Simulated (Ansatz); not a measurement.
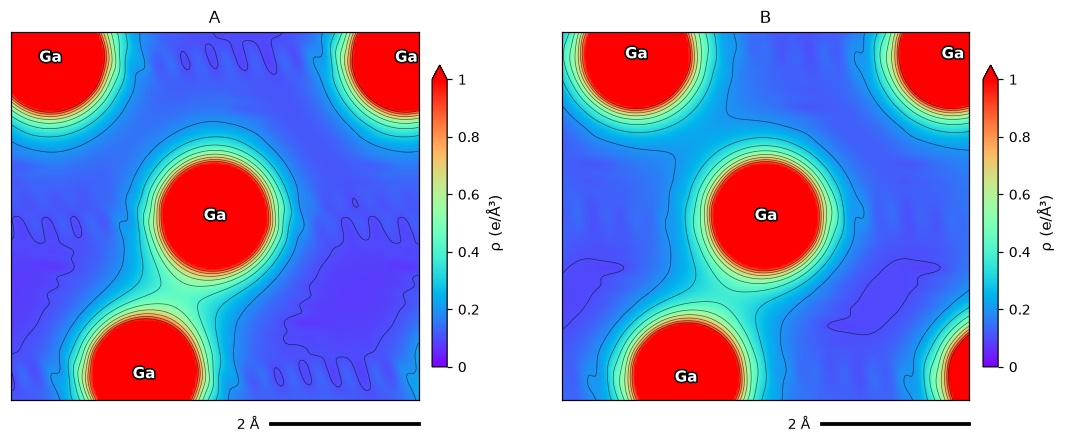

Ga. The valence charge density (pseudo) of two cells that differ in size and shape, on the (11̄0) plane of each (indices in the axes of the calculation cell), at one length scale and on one colour scale; one has 17.6 and the other 19.3 Å³ an atom.

All numbers below come from DFT LDA, scalar-relativistic, plane waves, PAW (Ansatz).

Core electrons are frozen (PAW), and the valence fields are smoothed inside the atomic spheres.

The larger cell:

```
Ga
1.0
     2.20858   -3.74550   -0.33129
     2.20858    3.74550   -0.33129
    -0.66586    0.00000    4.77200
Ga
4
Direct
  0.15602 0.84398 0.08450
  0.65602 0.34398 0.41550
  0.84398 0.15602 0.91550
  0.34398 0.65602 0.58450
```

The smaller cell: a = 4.351 Å, b = 4.351 Å, c = 4.286 Å, α = 94.44°, β = 94.44°, γ = 118.81°.

Question: Which panel shows the smaller cell, and what does the compression change?

Answer: Panel B is the smaller cell, by 9 % in volume. From the larger cell to the smaller, Ga–Ga goes from 2.35 to 2.44 Å, and the density at its midpoint from 0.44 to 0.38 e/Å³; the pressure goes from 1.7 to 5 GPa.
